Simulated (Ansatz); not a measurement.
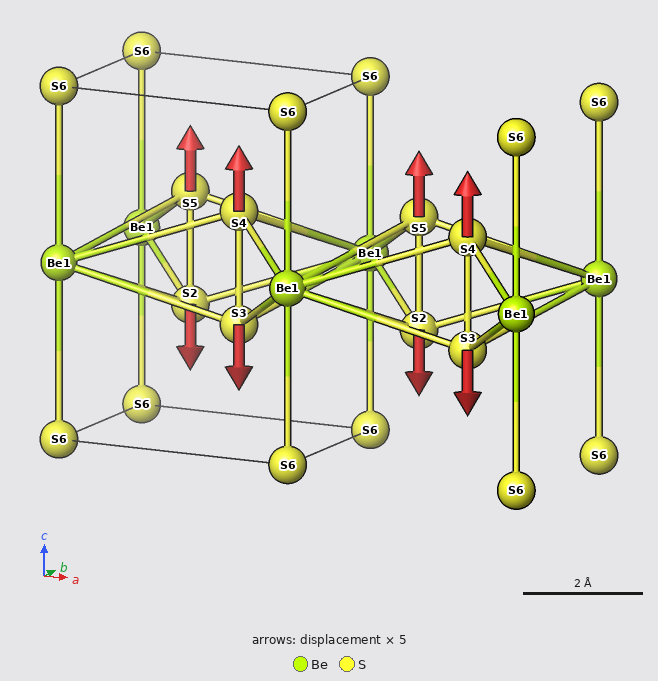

This is a relaxation of solid BeS5 (a generated structure, set up in P6/mmm) (coarse preliminary run). The starting structure is drawn; red arrows show the displacements (the part carried along by the change of the cell is left out), 5 times their true length.

Style: ball-and-stick. Shown: the cell of the calculation, repeated 2 × 1 × 1 with one cell outlined, slightly off an axis.

Computed with DFT PBE, scalar-relativistic, plane waves, PAW in Ansatz. Set-up: plane-wave cutoff 420 eV; k-point mesh 6 × 6 × 4; occupations gaussian; smearing width 0.1 eV; no spin polarisation; cell and atoms relaxed; force threshold 0.04 eV/Å; at most 70 steps.

> Atoms of which element are displaced furthest, and by how much?

Sulfur: up to 0.23 Å, against 0.00 Å for beryllium.

> What happened in the run?

The largest moves relative to the cell, 0.23 Å, are those of S2, S3, S4 and S5. S3 goes along −c. Be stays in place. The volume changes by −25.4 %, with a = b 5.432 → 5.393 Å (−0.7 %), c 5.986 → 4.532 Å (−24.3 %). Some distances before and after: S2–S5 4.070 → 2.628 Å, Be1–S6 2.993 → 2.266 Å, Be1–S2 3.279 → 3.256 Å, S2–S5 (another image) 1.916 → 1.904 Å. The space group stays P6/mmm (No. 191). The energy falls by 327 meV per atom in 9 accepted moves (10 points after the start). The largest force component goes from 0.47 to 0.0018 eV/Å. Pressure: −4.76 GPa at the start and 0.00 GPa at the end. At 1 point the geometry stayed and the basis and grid were re-selected for the new cell (energy shift of 0.1 meV per atom at most each time). The run took 44 s on 1 thread of Intel(R) Xeon(R) Platinum 8259CL CPU @ 2.50GHz (Skylake/Cascade Lake), with other jobs on the host, peak memory 0.48 GiB.
